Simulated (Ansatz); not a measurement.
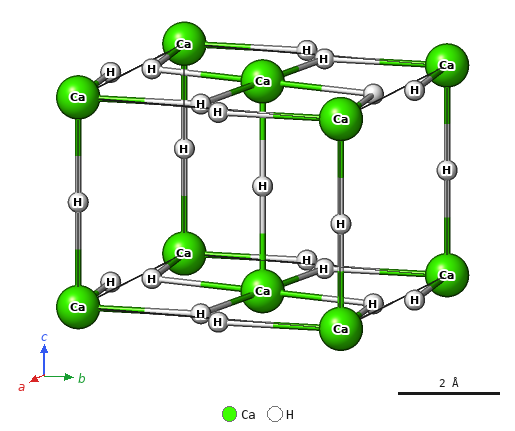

View slightly off an axis, drawn as a ball-and-stick model. The conventional unit cell is outlined; an atom on or near a face, edge or corner is repeated at each equivalent position. Cell: a = 5.63 Å, b = 5.63 Å, c = 4.26 Å, α = 90.00°, β = 90.00°, γ = 90.00°.

The structure was taken from a structure type filled with these elements by a generator (whether the compound takes this form wasn't checked). Earlier steps of the study may have refined or changed the cell and positions. It was run through Ansatz as a DFT input.

> Caption:

Its composition is CaH₃. The atoms follow space group P4/mbm (No. 127); the Bravais lattice is primitive tetragonal. The cell comprises 2 formula units: 2 Ca, 6 H. Ca is coordinated by six H in a distorted octahedral arrangement at about 2.1 to 2.5 Å. Each H has two Ca at about 2.1 to 2.5 Å. The bonds build a three-dimensional framework.

Level of theory and settings: DFT PBE, scalar-relativistic, plane waves, PAW (Ansatz 0.2.0), a 420 eV plane-wave basis, an 8×8×10 k-point mesh, Gaussian smearing of 0.1 eV, no spin polarisation.

> What is the band gap, if any?

A metal: bands cross the Fermi level.

> What are the atomic charges by Bader's partition?

Ca +1.30 e; H -0.74 to -0.28 e.

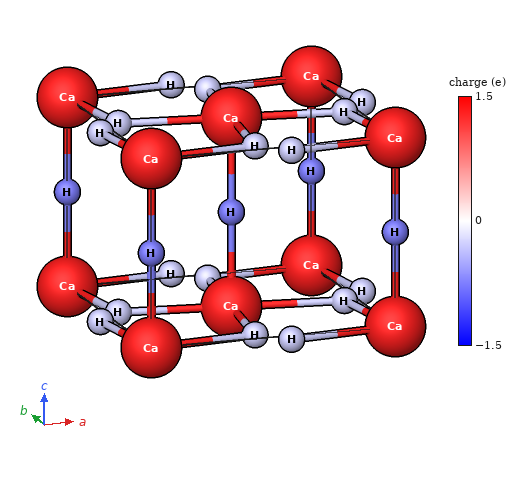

The atoms coloured by those charges. The run's cell of 8 atoms is drawn.

> Is the structure in equilibrium?

Yes. All forces vanish to within 0.01 eV/Å. The pressure is 0.0 GPa, close to zero.
